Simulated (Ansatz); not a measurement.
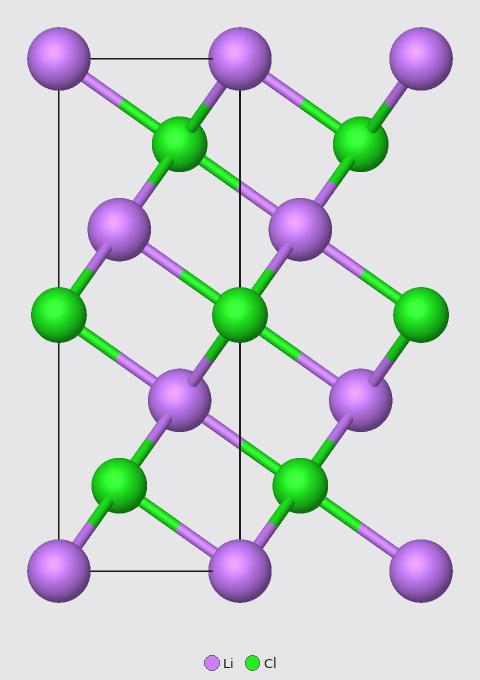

Projection along an edge of the hexagonal mesh, stacking direction [111] upwards. Every atom sits on one of the three columns of the mesh; call them A, B, C in the order in which they first turn up. The box is the hexagonal cell of the face-centred cubic lattice. The sequence starts with the first layer at or above the cell's origin.

LiCl. Coordinates: the end point of a relaxation with DFT, PBE, PAW with Ansatz's default frozen-core files, scalar-relativistic in Ansatz; the starting structure was generated, so it need not be a known form of this composition.

> List the layers of one repeat.

Li(A) – Cl(B) – Li(C) – Cl(A) – Li(B) – Cl(C) (six layers in 8.92 Å).

> How are the Cl layers alone stacked?

Cl layers alone: BAC, the cubic close-packed type.

> Which positions between or in the Cl layers do the other atoms fill?

Li: three octahedral sites (per hexagonal cell).
